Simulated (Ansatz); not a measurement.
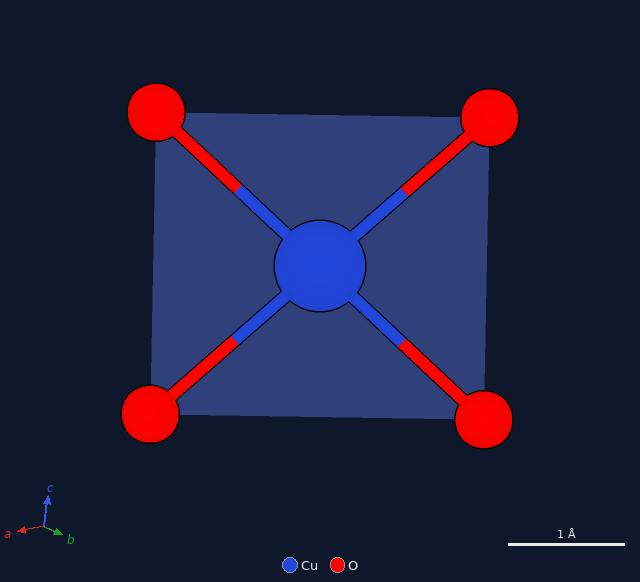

Coordination of Cu in CuO (C2/c). Shape measures S are computed against regular polyhedra or, for capped shapes, the nearer of the equal-edge and equal-bond forms. Geometry: the structure of a calculation's input, shown in its standard cell.

Q: Name the coordination polyhedron and say how regular it is.

A: CuO4: a slightly distorted square plane (coordination number 4, S = 0.25; next best see-saw, S = 19.2).

Q: How long are the bonds?

A: 2 × Cu–O 1.95 Å and 2 × Cu–O 1.96 Å. The next neighbour, not counted, lies at 2.78 Å.
